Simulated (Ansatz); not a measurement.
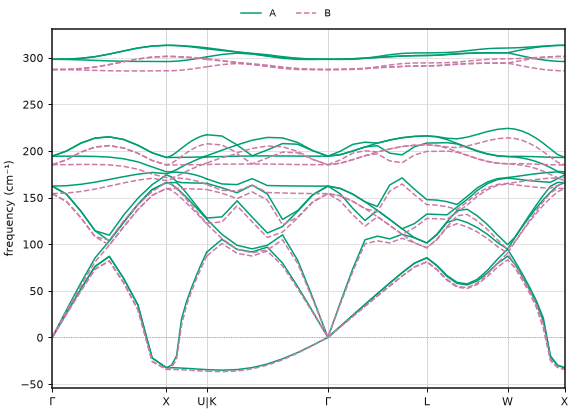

The figure compares two calculations of the phonon dispersion along Γ–X–U|K–Γ–L–W–X. The first is for AlCu₃, space group Fm-3m (No. 225).

Cell as given: a = 4.079 Å, b = 4.079 Å, c = 4.079 Å, α = 60.00°, β = 60.00°, γ = 60.00°; 4 atoms.

Calculation (Ansatz 0.2.0): harmonic phonon frequencies at points of high symmetry, interpolated from the force constants of a q mesh with the long-range term in polar insulators, imaginary frequencies are negative; plane waves with PAW datasets, Γ-centred k mesh. Level: PBEsol, no spin polarisation.

- wave cutoff: 420 eV
- k mesh: 12×12×12
- occupations: Fermi–Dirac
- smearing width: 0.15 eV
- pressure: 0 GPa
- phonon method: linear response
- q mesh: 2×2×2

In the second, the cell is expanded by 2.0 % in volume, to 12.23 Å³/atom.

**Which of A and B is the second calculation, and what did the change do?**

B. The highest frequency on the path falls from 313.3 to 301.4 cm⁻¹ (−3.8 %), the lowest frequency at U goes from 34.6i to 36.3i cm⁻¹ and the lowest frequency on the path goes from 35.1i to 36.7i cm⁻¹. The shift of the highest frequency on the path amounts to a Grüneisen parameter of 1.96. Both cells are dynamically unstable.

For both, limits of the calculation: metal sensitive to the k mesh; phonon interpolation lacks quadrupole term; vibrations at or below zero; the branches are interpolated from a coarse 2×2×2 mesh of wave vectors.
